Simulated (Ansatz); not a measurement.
**What a change does: single-point calculation on FeCo3**

System: FeCo3 (Pm-3m, 4 atoms in the cell).
Method of run A: DFT PBEsol, scalar-relativistic, plane waves, PAW, spin-polarised (Ansatz 0.2.0).

The structure derives from a Materials Project entry. Text and figures count atoms from 1; the logs count them from 0 in places.

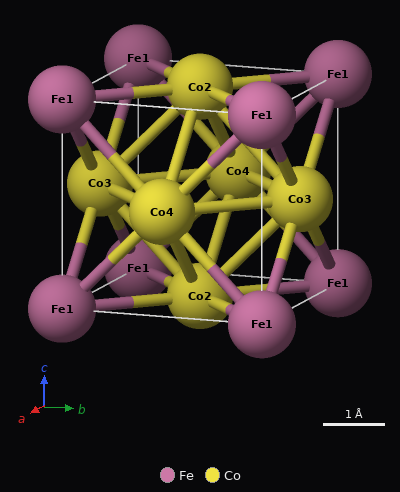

**Figure 1.** The input geometry (ball-and-stick view of the cell of the calculation, seen slightly off an axis; atoms are numbered from 1 in the order of the input). An atom can appear more than once, as a periodic image.

## The input, run A
```yaml
crystal:
  lattice:
    - [3.53570262, 0.0, 0.0]
    - [0.0, 3.53570262, 0.0]
    - [0.0, 0.0, 3.53570262]
  atoms:
    - { symbol: Fe, position: [0.0, 0.0, 0.0], spin: 2.85 }
    - { symbol: Co, position: [0.5, 0.5, 0.0], spin: 1.83 }
    - { symbol: Co, position: [0.5, 0.0, 0.5], spin: 1.83 }
    - { symbol: Co, position: [0.0, 0.5, 0.5], spin: 1.83 }
basis:
  ecutwfc: 420
kpoints:
  mp_grid: { grid: [1, 1, 1] }
hamiltonian:
  xc: pbesol
scf:
  occupations: { method: gaussian, width: 0.1 }
output:
  forces: true
  stress: true
  eigenvalues: true
  populations: true
magnetization:
  spin_polarized: true
```

Launched with:
```bash
ansatz run input.yaml --threads 1 --pin off --max-ram 2560MiB --backend cpu --events-out ev --progress --plain --runs-dir out
```

Hardware: 1 thread of Intel Xeon (Granite Rapids), 192 GiB of memory available, shared host.

## Output, shortened to warnings, some set-up lines, iterations and results (run A)
```
Basis set: ecut = 420 eV, 847 PW (Γ), exchange–correlation on 48×48×48 points (8 copies of the dense FFT grid, shifted against one another)
Symmetry: 48 space group operations
k-points: 1
Initial density: superposition of atomic densities (chi_scale 0.1, normalization cell)
[...]
SCF iter   1: F=—  HF=-19719.827022 eV  |F-HF|=—  |Δ(HF+E_count)|=         —  Δρ=2.28e-1 (↑1.06e-1 ↓2.28e-1)  dr2=4.78e0  dr2_m=1.09e1  M=13.000 μB ∫|m|=13.022 μB  β_m=0.30  …
SCF iter   2: F=—  HF=-19717.273031 eV  |F-HF|=—  |Δ(HF+E_count)|=    2.55e0  Δρ=9.18e-2 (↑9.18e-2 ↓8.15e-2)  dr2=1.20e-1  dr2_m=2.97e0  M=13.000 μB ∫|m|=13.014 μB  β_m=0.40  …
SCF iter   3: F=—  HF=-19720.918782 eV  |F-HF|=—  |Δ(HF+E_count)|=    3.65e0  Δρ=4.49e-2 (↑3.46e-2 ↓4.49e-2)  dr2=4.95e-2  dr2_m=6.22e-1  M=12.944 μB ∫|m|=12.960 μB  β_m=0.48 …
SCF iter   4: F=—  HF=-19721.895526 eV  |F-HF|=—  |Δ(HF+E_count)|=   9.77e-1  Δρ=5.06e-2 (↑1.61e-2 ↓5.06e-2)  dr2=7.18e-1  dr2_m=3.13e-1  M=11.460 μB ∫|m|=11.483 μB  β_m=0.58 …
SCF iter   5: F=—  HF=-19722.177770 eV  |F-HF|=—  |Δ(HF+E_count)|=   2.82e-1  Δρ=5.44e-2 (↑1.43e-2 ↓5.44e-2)  dr2=9.09e-1  dr2_m=3.03e-1  M=11.004 μB ∫|m|=11.029 μB  β_m=0.79 …
[... 14 lines ...]
SCF iter  20: F=—  HF=-19722.473115 eV  |F-HF|=—  |Δ(HF+E_count)|=   5.86e-7  Δρ=6.12e-6 (↑6.12e-6 ↓4.88e-6)  dr2=2.64e-8  dr2_m=4.08e-9  M=11.000 μB ∫|m|=11.024 μB  β_m=0.66 …
SCF iter  21: F=—  HF=-19722.473115 eV  |F-HF|=—  |Δ(HF+E_count)|=   7.03e-9  Δρ=8.40e-6 (↑3.17e-6 ↓8.40e-6)  dr2=2.80e-8  dr2_m=4.50e-9  M=11.000 μB ∫|m|=11.024 μB  β_m=0.66 …
SCF iter  22: F=—  HF=-19722.473115 eV  |F-HF|=—  |Δ(HF+E_count)|=   1.40e-8  Δρ=5.93e-6 (↑2.82e-6 ↓5.93e-6)  dr2=1.80e-8  dr2_m=2.65e-9  M=11.000 μB ∫|m|=11.024 μB  β_m=0.64 …
SCF iter  23: F=-19722.473115 eV  HF=-19722.473115 eV  |F-HF|=1.61e-8  |Δ(HF+E_count)|=   2.54e-9  Δρ=5.43e-6 (↑6.82e-7 ↓5.43e-6)  dr2=1.72e-8  dr2_m=2.65e-9  M=11.000 μB …
SCF 1 converged in 23 iterations: F = -19722.473115 eV  dr2 = 1.72e-8
SCF converged after 23 iterations
Magnetization: 11.0000 μB (39.0000 up, 28.0000 down)
Absolute magnetization: 11.0238 μB (∫|ρ↑−ρ↓|, with the PAW one-centre terms)
Spin contamination: 0.0186 ħ² per cell (⟨S²⟩ above its minimum at these occupations)
Per-site moments (μB) at R_I (Å): [(3.23656437504982, 1.0312992107801802), (2.2759981503409294, 1.0312992107801802), (2.275998150340931, 1.0312992107801802), (2.2759981503409294, 1.0312992107801802)]
Free energy (F): -19722.473115 eV
Harris-Foulkes:  -19722.473115 eV  (|F-HF|=1.61e-8)
Internal energy: -19722.395984 eV  (E = F + TS)
E sigma→0 (E₀):  -19722.434549 eV
Entropy (-TS):   -0.077131 eV (-19.283 meV/atom)
Fermi energy:    20.355816 eV
--- Per-component energies (eV) ---
  E_band       = -896.953881
  E_kinetic    = 1718.745612
  E_local      = -10703.367996  (includes V_loc(G=0)·N_el)
  E_nonlocal   = 1626.160684
  E_hartree    = 4510.345491
  E_xc         = -587.280197
  E_vxc        = -760.931244  (∫ρ·V_xc dr)
  E_paw        = -5806.697849  (= ΣΔE_a)
  E_vpaw       = -1798.250441  (= ΣTr[D̂ρ^β])
  E_aug_tail   = 0.000986  (compensation charges beyond the density's cutoff)
  E_ewald      = -10481.047173
  E_core_change = 0.744459  (= ΣΔE_core)
  E_smearing   = -0.077131  (= −TS)
  E_closure    = 0.000000  (closes the sum)
  Σ components = -19722.473115   (vs F -19722.473115, Δ=0.00e0)
--- Forces (eV/Å), atoms counted from 1 ---
  atom   1  Fe     0.00000000     0.00000000    -0.00000000
  atom   2  Co     0.00000000    -0.00000000     0.00000000
  atom   3  Co     0.00000000     0.00000000     0.00000000
  atom   4  Co     0.00000000    -0.00000000     0.00000000
  max |Σ_I F_I| component: 8.45e-27 eV/Å
--- Stress (GPa, compression-positive) ---
       17.462171      -0.000000       0.000000
       -0.000000      17.462171       0.000000
        0.000000       0.000000      17.462171
  P = ⅓ Tr σ = 17.4622 GPa (174.622 kbar)
--- Löwdin populations: 4 sites ---
  site symbol       q [e]    m [muB]
     0     Fe     15.5073     3.0152
     1     Co     16.4630     2.0088
     2     Co     16.4630     2.0088
     3     Co     16.4630     2.0088
  spilling = 0.031401 (of n_electrons = 67.000000)
```

For run B the input was changed thus:
```diff
-  mp_grid: { grid: [1, 1, 1] }
+  mp_grid: { grid: [4, 4, 4] }
```

Predict how the results change.

The free energy of run B is 1309.3 meV per atom lower, which measures how much it depends on this numerical setting. The net moment of the cell goes from 11.00 to 7.84 μB. The pressure goes from 17.46 to −6.60 GPa. The irreducible k-points go from 1 to 10.

## Output, shortened to warnings, some set-up lines, iterations and results (run B)
```
Basis set: ecut = 420 eV, 847 PW (Γ), exchange–correlation on 48×48×48 points (8 copies of the dense FFT grid, shifted against one another)
Symmetry: 48 space group operations
k-points: 10 of 64
Initial density: superposition of atomic densities (chi_scale 0.1, normalization cell)
[...]
SCF iter   1: F=—  HF=-19727.397928 eV  |F-HF|=—  |Δ(HF+E_count)|=         —  Δρ=9.70e-2 (↑6.20e-2 ↓9.70e-2)  dr2=5.97e0  dr2_m=3.62e-1  M=7.520 μB ∫|m|=7.728 μB  β_m=0.30  …
SCF iter   2: F=—  HF=-19725.380279 eV  |F-HF|=—  |Δ(HF+E_count)|=    2.02e0  Δρ=4.73e-2 (↑1.55e-2 ↓4.73e-2)  dr2=4.91e-1  dr2_m=3.49e-1  M=7.837 μB ∫|m|=8.132 μB  β_m=0.36  …
SCF iter   3: F=—  HF=-19726.337968 eV  |F-HF|=—  |Δ(HF+E_count)|=   9.58e-1  Δρ=2.28e-2 (↑2.28e-2 ↓1.75e-2)  dr2=3.80e-2  dr2_m=1.41e-1  M=7.844 μB ∫|m|=8.178 μB  β_m=0.58  …
SCF iter   4: F=—  HF=-19727.468008 eV  |F-HF|=—  |Δ(HF+E_count)|=    1.13e0  Δρ=2.04e-2 (↑2.04e-2 ↓8.44e-3)  dr2=1.30e-1  dr2_m=4.50e-2  M=7.844 μB ∫|m|=8.228 μB  β_m=0.79  …
SCF iter   5: F=—  HF=-19727.716958 eV  |F-HF|=—  |Δ(HF+E_count)|=   2.49e-1  Δρ=9.97e-3 (↑9.97e-3 ↓4.33e-3)  dr2=5.17e-2  dr2_m=6.51e-3  M=7.844 μB ∫|m|=8.262 μB  β_m=0.69  …
[... 5 lines ...]
SCF iter  11: F=—  HF=-19727.710285 eV  |F-HF|=—  |Δ(HF+E_count)|=   4.64e-7  Δρ=3.87e-5 (↑1.57e-5 ↓3.87e-5)  dr2=1.14e-6  dr2_m=5.83e-8  M=7.844 μB ∫|m|=8.270 μB  β_m=0.96  …
SCF iter  12: F=—  HF=-19727.710285 eV  |F-HF|=—  |Δ(HF+E_count)|=   1.03e-7  Δρ=8.57e-6 (↑3.95e-6 ↓8.57e-6)  dr2=4.54e-8  dr2_m=3.98e-9  M=7.844 μB ∫|m|=8.270 μB  β_m=0.98  …
SCF iter  13: F=—  HF=-19727.710285 eV  |F-HF|=—  |Δ(HF+E_count)|=   1.35e-9  Δρ=5.82e-6 (↑2.22e-6 ↓5.82e-6)  dr2=2.33e-8  dr2_m=1.43e-9  M=7.844 μB ∫|m|=8.270 μB  β_m=0.85  …
SCF iter  14: F=-19727.710285 eV  HF=-19727.710285 eV  |F-HF|=6.80e-8  |Δ(HF+E_count)|=   4.90e-9  Δρ=1.05e-5 (↑2.42e-6 ↓1.05e-5)  dr2=7.29e-8  dr2_m=6.66e-9  M=7.844 μB …
SCF 1 converged in 14 iterations: F = -19727.710285 eV  dr2 = 7.29e-8
SCF converged after 14 iterations
Magnetization: 7.8437 μB (37.4219 up, 29.5781 down)
Absolute magnetization: 8.2711 μB (∫|ρ↑−ρ↓|, with the PAW one-centre terms)
Spin contamination: 0.1089 ħ² per cell (⟨S²⟩ above its minimum at these occupations)
Per-site moments (μB) at R_I (Å): [(2.6946882895315425, 1.0312992107801802), (1.7745185588080514, 1.0312992107801802), (1.7745185588080514, 1.0312992107801802), (1.7745185588080519, 1.0312992107801802)]
Free energy (F): -19727.710285 eV
Harris-Foulkes:  -19727.710285 eV  (|F-HF|=6.80e-8)
Internal energy: -19727.697022 eV  (E = F + TS)
E sigma→0 (E₀):  -19727.703653 eV
Entropy (-TS):   -0.013262 eV (-3.316 meV/atom)
Fermi energy:    18.380383 eV
--- Per-component energies (eV) ---
  E_band       = -959.156169
  E_kinetic    = 1709.466106
  E_local      = -10609.621219  (includes V_loc(G=0)·N_el)
  E_nonlocal   = 1587.471796
  E_hartree    = 4437.467276
  E_xc         = -589.834318
  E_vxc        = -764.242611  (∫ρ·V_xc dr)
  E_paw        = -5782.344931  (= ΣΔE_a)
  E_vpaw       = -1757.160107  (= ΣTr[D̂ρ^β])
  E_aug_tail   = 0.000982  (compensation charges beyond the density's cutoff)
  E_ewald      = -10481.047173
  E_core_change = 0.744459  (= ΣΔE_core)
  E_smearing   = -0.013262  (= −TS)
  E_closure    = -0.000000  (closes the sum)
  Σ components = -19727.710285   (vs F -19727.710285, Δ=0.00e0)
--- Forces (eV/Å), atoms counted from 1 ---
  atom   1  Fe    -0.00000000     0.00000000     0.00000000
  atom   2  Co    -0.00000000     0.00000000     0.00000000
  atom   3  Co     0.00000000    -0.00000000     0.00000000
  atom   4  Co     0.00000000     0.00000000     0.00000000
  max |Σ_I F_I| component: 1.22e-28 eV/Å
--- Stress (GPa, compression-positive) ---
       -6.604618       0.000000      -0.000000
        0.000000      -6.604618       0.000000
       -0.000000       0.000000      -6.604618
  P = ⅓ Tr σ = -6.6046 GPa (-66.046 kbar)
--- Löwdin populations: 4 sites ---
  site symbol       q [e]    m [muB]
     0     Fe     15.7747     2.7552
     1     Co     16.7547     1.7748
     2     Co     16.7547     1.7748
     3     Co     16.7547     1.7748
  spilling = 0.014347 (of n_electrons = 67.000000)
```

## The two runs side by side

| quantity | run A | run B |
| --- | --- | --- |
| outcome | converged | converged |
| free energy per atom (eV) | −4930.6183 | −4931.9276 |
| energy per atom, smearing taken to zero (eV) | −4930.6086 | −4931.9259 |
| gap on the mesh (eV) | 0.00 | 0.00 |
| net moment of the cell (μB) | 11.00 | 7.84 |
| absolute moment of the cell (μB) | 11.02 | 8.27 |
| pressure (GPa) | 17.46 | −6.60 |
| largest force (eV/Å) | 0.000 | 0.000 |
| irreducible k-points | 1 | 10 |
| plane waves at Γ | 847 | 847 |
| SCF iterations | – | 14 |
| wall time (shared host) | 1.4 s | 3.1 s |

For run A: Warnings: the state was not tested for a lower one. The k-point mesh is coarse for a cell of this size, so the results may not be converged. For run B: The cell is under a tension of 6.6 GPa at this level, so it is not at its equilibrium volume.
